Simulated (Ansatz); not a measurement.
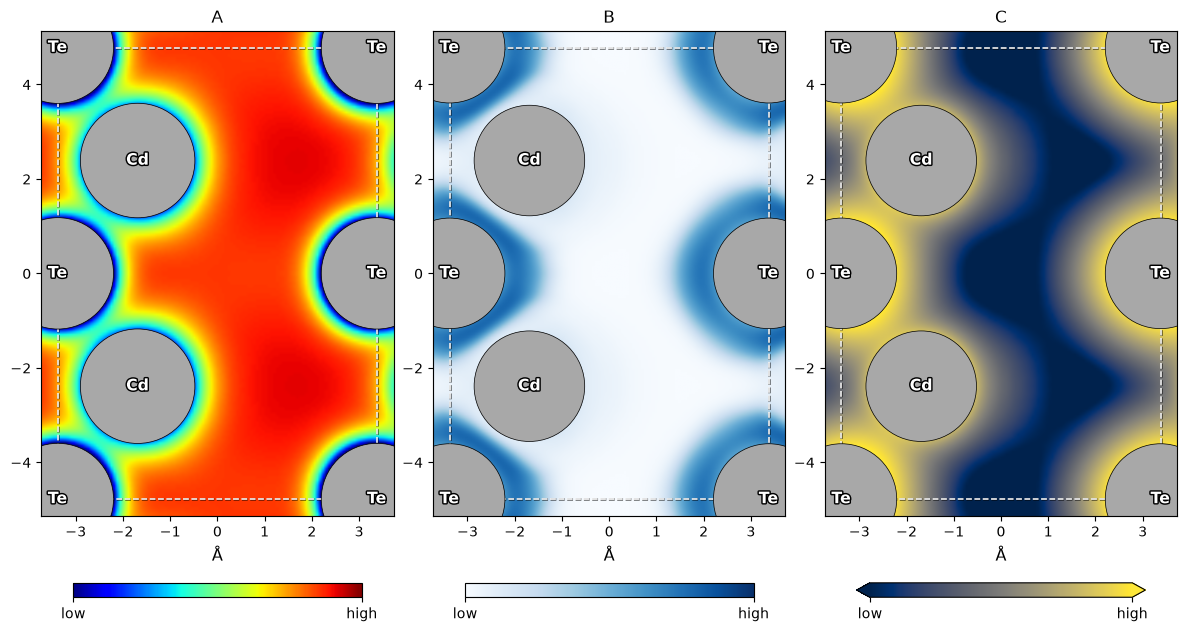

CdTe: 3 fields on the (101) plane of the conventional cell, with unlabelled colour scales. Grey discs cover the atomic cores.

Space group F-43m.

These are results of Ansatz, Kohn-Sham DFT of a periodic cell, HF, Ansatz PAW, not measurements.

**Which field does each panel show? The fields are: electron localisation function, electrostatic potential energy of an electron and valence pseudo-density.**

Panel A: electrostatic potential energy of an electron (low next to the atoms, rising into the space between them). Panel B: electron localisation function. Panel C: valence pseudo-density. From the grid: Cd–Te (2.93 Å): the density is about 0.3 e/Å³ at the midpoint; the ELF peaks at about 0.80 in the valence shell of Te, 1.3 Å from its nucleus, and drops to about 0.10 between the two atoms.
